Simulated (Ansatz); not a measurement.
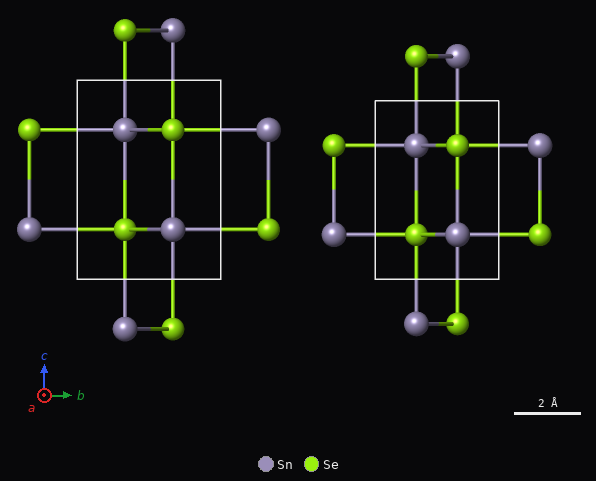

Two geometries of crystalline SnSe (built on the h-MgO (five-fold) type), drawn at one scale. One is the start of a relaxation, the other its converged end. Style: ball-and-stick. Shown: the cell of the calculation, along the a axis.

Theory: DFT, PBE, plane waves, PAW in Ansatz 0.2.0. Settings: plane-wave cutoff 420 eV; k-point mesh 6 × 6 × 4; occupations fermi dirac; smearing width 0.02 eV; no spin polarisation; cell and atoms relaxed; force threshold 0.005 eV/Å.

### Which of the two is the end point?

The left one is the relaxed one. The atoms keep their places relative to the cell (all moves are under 0.005 Å). The volume changes by +50.6 %, with a = b 4.390 → 5.100 Å (+16.2 %), c 5.487 → 6.125 Å (+11.6 %). Near-neighbour distances that change, for instance: Se–Sn 2.535 → 2.944 Å, Se–Sn 2.744 → 3.062 Å. The space group stays P6_3/mmc (No. 194). Over 7 accepted moves (9 points after the start) the energy falls by 896 meV per atom. All forces vanish by symmetry, so only the cell relaxes. Pressure: 34.31 GPa at the start and 0.00 GPa at the end. At 2 points the geometry stayed and the basis and grid were re-selected for the new cell (energy shift of 8.2 meV per atom at most each time). The run took 34 s on 2 threads of Intel(R) Xeon(R) Processor @ 2.70GHz, with other jobs on the host, peak memory 0.49 GiB.
